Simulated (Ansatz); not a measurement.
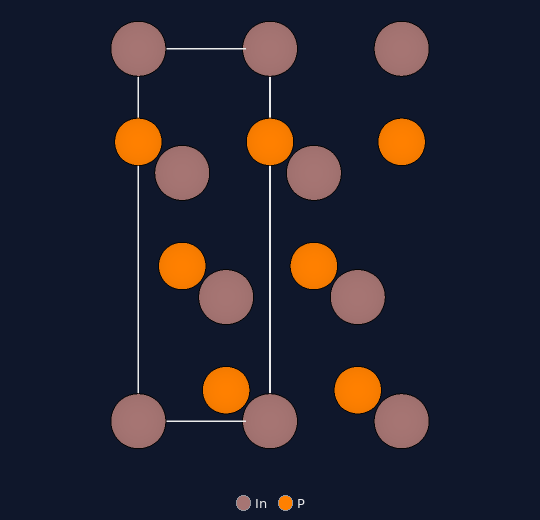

The picture looks along a close-packed row of the hexagonal mesh; [111] points upwards. Every atom sits on one of the three columns of the mesh; call them A, B, C in the order in which they first turn up. The box is the hexagonal cell of the face-centred cubic lattice. The sequence starts with the first layer at or above the cell's origin.

System InP; source of the atomic positions: the geometry relaxed with DFT PBE, scalar-relativistic, plane waves, PAW in Ansatz 0.2.0.

Question: Read off the stacking sequence over one period.

Answer: In(A) – P(B) – In(B) – P(C) – In(C) – P(A) (six layers in 10.32 Å).

Question: How are the P layers alone stacked?

Answer: P layers alone: BCA, the cubic close-packed type.

Question: Which positions between or in the P layers do the other atoms fill?

Answer: In: three tetrahedral sites (per hexagonal cell).

Question: What short polytype symbol fits?

Answer: Polytype symbol 3C, the symbol of a tetrahedral polytype (number of double layers in the repeat and lattice).
